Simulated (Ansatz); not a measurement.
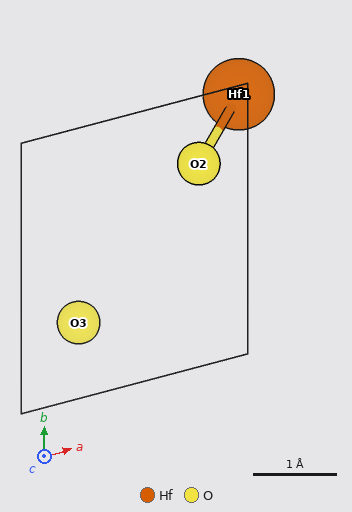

Starting structure of a crystal of HfO2 (set up in P1). A ball-and-stick model of the cell of the calculation, reduced to other axes, seen along the c axis. Lengths and directions refer to the drawn axes.

Case: all atoms moved at random, sigma 0.1 Å for each component, cell strained at random, sigma 0.1; relaxed back.

Method: Ansatz, DFT r2SCAN, scalar-relativistic, plane waves, PAW.

Input
```yaml
crystal:
  lattice:
    - [-0.3667437003, 2.583368549, 2.4103098011]
    - [2.4105059054, -0.3966581163, 2.4402242172]
    - [2.1255499762, 2.3283270358, -0.1117021871]
  atoms:
    - { symbol: Hf, position: [-0.0315206778, 0.0318508393, 0.0386501512] }
    - { symbol: O, position: [0.2650773922, 0.2491453642, 0.2152461343] }
    - { symbol: O, position: [0.7664432856, 0.7190037966, 0.7461037145] }
basis:
  ecutwfc: 500
kpoints:
  mp_grid: { grid: [8, 8, 8] }
hamiltonian:
  xc: r2scan
scf:
  occupations: { method: gaussian, width: 0.05 }
output:
  forces: true
  stress: true
  eigenvalues: true
relax:
  adjacent_minimum: "off"
  f_tol: 0.01
  max_steps: 80
  cell: { stress_tol: 0.1 }
```

Launched with:
```bash
ansatz run input.yaml --threads 1 --pin off --max-ram 2560MiB --backend cpu --events-out ev --progress --plain --runs-dir out
```

### Where does the relaxation end?

After 6 accepted moves (8 points after the start) the energy has fallen by 425 meV per atom. Largest force component: 3.7 eV/Å at the start, 0.00026 eV/Å at the end. The pressure goes from 28.11 to 0.00 GPa. The SCF was repeated twice at an unchanged geometry on a basis and grid sized afresh for the cell, which shifted the energy by 1.5 meV per atom at most. Hf1 moves most relative to the cell: 0.18 Å roughly along [1 1 −1]. Largest moves by element: Hf 0.18 Å, O 0.11 Å. The volume changes by +2.0 %, with a 3.155 → 3.576 Å (+13.4 %), b 3.453 → 3.577 Å (+3.6 %), c 3.552 → 3.577 Å (+0.7 %), α 71.1° → 60.0°, β 63.7° → 60.0°, γ 68.9° → 60.0°. Among the contacts that change: Hf1–Hf1 3.155 → 3.576 Å, Hf1–O2 1.821 → 2.190 Å, Hf1–O3 2.544 → 2.191 Å, Hf1–O2 (another image) 2.513 → 2.191 Å. Bond angles that change, for instance: Hf1–O3–Hf1 125.2° → 109.5°, Hf1–O2–Hf1 122.2° → 109.5°, Hf1–O3–Hf1 99.8° → 109.5°. The space group (tolerance 0.01 Å) goes from P1 (No. 1) to Fm-3m (No. 225).

The end point in the same view:

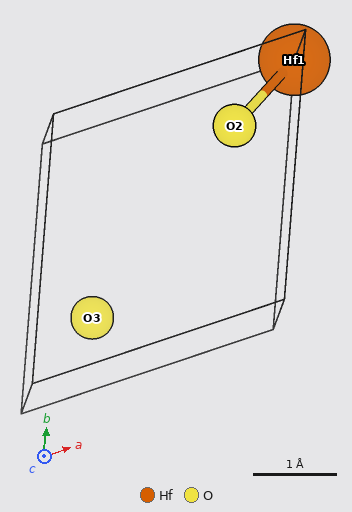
